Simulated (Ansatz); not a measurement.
Ir

Input

```
crystal:
  lattice:
    - [-0.038394, 1.900503, 1.900503]
    - [1.900503, -0.038394, 1.900503]
    - [1.900503, 1.900503, -0.038394]
  atoms:
    - { symbol: Ir, position: [0.0, 0.0, 0.0] }
kpoints:
  mp_grid: { grid: [15, 15, 15] }
scf:
  occupations: { method: fermi_dirac, width: 0.05 }
hamiltonian:
  xc: pbesol
  pseudopotentials: { kind: paw }
output:
  forces: true
  stress: true
  eigenvalues: true
  efg: { contact_densities: true }
  write_density: true
  write_potential: true
  elf: true
  volumetric_format: npy
```

Launched as:

```sh
ansatz run input.yaml --threads 1 --pin off --max-ram 3072MiB --backend cpu --events-out ev --progress --plain --runs-dir out
```

Below, planes, directions and counts refer to the conventional cell (a = 2.74 Å, b = 2.74 Å, c = 6.52 Å, α = 90.00°, β = 90.00°, γ = 120.00°).

Space group R-3m; changed on purpose from its base cell (equal xy, yz and zx shear strains of -2 %, PAW files); computed pressure about −2 GPa in this cell; computed without spin polarisation.

Computed with DFT, PBEsol, PAW with Ansatz's default frozen-core files, scalar-relativistic in Ansatz.

**What can the converged valence pseudo-density and electron localisation function tell about the bonding?**

Ir–Ir (2.74 Å): ρ is about 0.43 e/Å³ halfway; the ELF is about 0.35 at the midpoint.

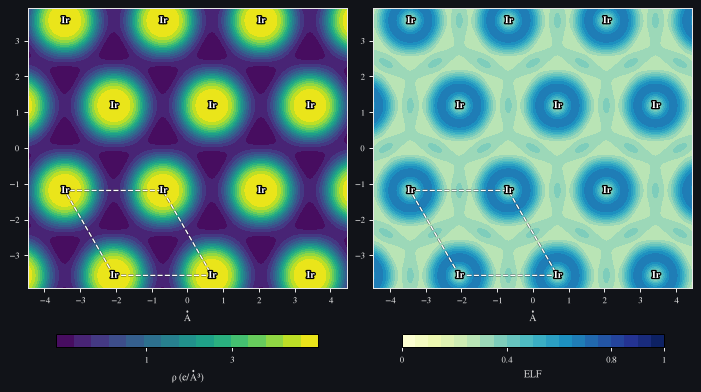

Computed valence pseudo-density and electron localisation function on the (001) plane of the conventional cell, in this order. 

The density is the valence pseudo-density of a PAW calculation; it isn't the true density close to the nuclei.
